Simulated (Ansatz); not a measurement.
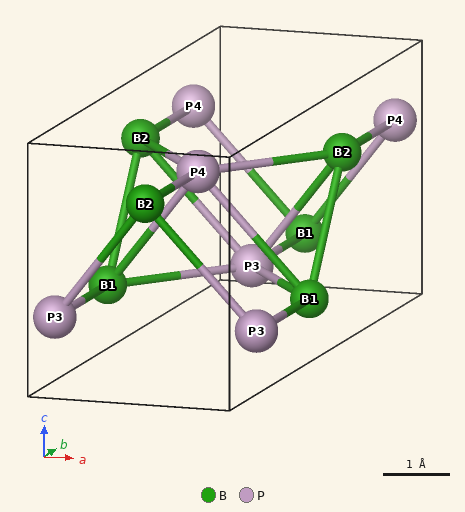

Starting structure of solid BP (a generated structure, set up in Cmcm) (coarse preliminary run). The picture is a ball-and-stick view of the conventional cell (2 times the calculation's cell), seen slightly off an axis. Lengths and directions refer to the drawn axes.

All numbers below come from DFT PBE, scalar-relativistic, plane waves, PAW in Ansatz 0.2.0.

The input:
```yaml
crystal:
  lattice:
    - [1.62228169, -4.58112202, 0.0]
    - [1.62228169, 4.58112202, 0.0]
    - [0.0, 0.0, 3.94975203]
  atoms:
    - { symbol: B, position: [0.58499999, 0.41500001, 0.25] }
    - { symbol: B, position: [0.41500001, 0.58499999, 0.75] }
    - { symbol: P, position: [0.86000001, 0.13999999, 0.25] }
    - { symbol: P, position: [0.13999999, 0.86000001, 0.75] }
basis:
  ecutwfc: 420
kpoints:
  mp_grid: { grid: [6, 6, 4] }
hamiltonian:
  xc: pbe
scf:
  occupations: { method: gaussian, width: 0.1 }
  lower_state_search: "off"
output:
  forces: true
  stress: true
  eigenvalues: true
relax:
  adjacent_minimum: "off"
  f_tol: 0.04
  max_steps: 70
  cell: { stress_tol: 0.4 }
```

Command:
```bash
ansatz run input.yaml --threads 1 --pin off --max-ram 2048MiB --backend cpu --events-out ev --progress --plain --runs-dir out
```

**Predict the outcome.**

The largest moves relative to the cell, 0.88 Å, are those of B1 and B2. B1 goes along −b. Largest moves by element: B 0.88 Å, P 0.07 Å. The drawn cell changes as follows: a 3.245 → 2.958 Å (−8.8 %), b 9.162 → 10.727 Å (+17.1 %), c 3.950 → 3.083 Å (−21.9 %); the volume changes by −16.7 %. Near-neighbour distances that change, for instance: B1–B2 2.515 → 3.901 Å, B1–P3 2.623 → 3.675 Å, B1–P3 (another image) 2.520 → 1.999 Å, B1–P4 2.605 → 2.147 Å. The space group stays Cmcm (No. 63). After 14 accepted moves (16 points after the start) the energy has fallen by 970 meV per atom. The largest force component goes from 0.36 to 0.018 eV/Å. Pressure: −24.05 GPa at the start and −0.04 GPa at the end. At 2 points the geometry stayed and the basis and grid were re-selected for the new cell (energy shift of 2.7 meV per atom at most each time). Cost: 40 s on 1 thread of Intel(R) Xeon(R) Platinum 8259CL CPU @ 2.50GHz (Skylake/Cascade Lake), with other jobs on the host, peak memory 0.41 GiB.

The structure at the end:

```xyz
4
Lattice="1.4789 -5.3634 0.0000 1.4789 5.3634 0.0000 0.0000 0.0000 3.0832" Properties=species:S:1:pos:R:3 pbc="T T T"
B     1.4789   -1.7920    0.7708
B     1.4789    1.7920    2.3124
P     1.4789   -3.7909    0.7708
P     1.4789    3.7909    2.3124
```

After the run, drawn alike:

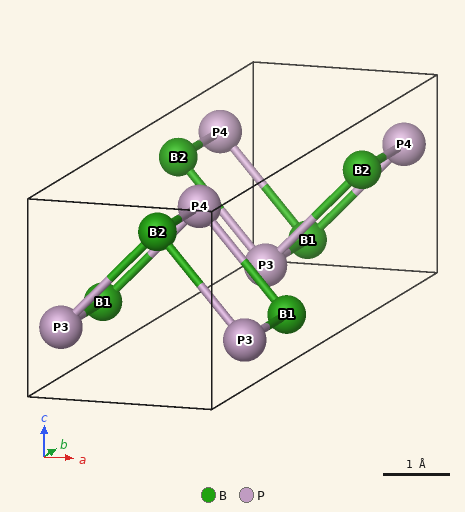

Limits of the set-up: the k-point mesh is coarse for a cell with partly filled bands.
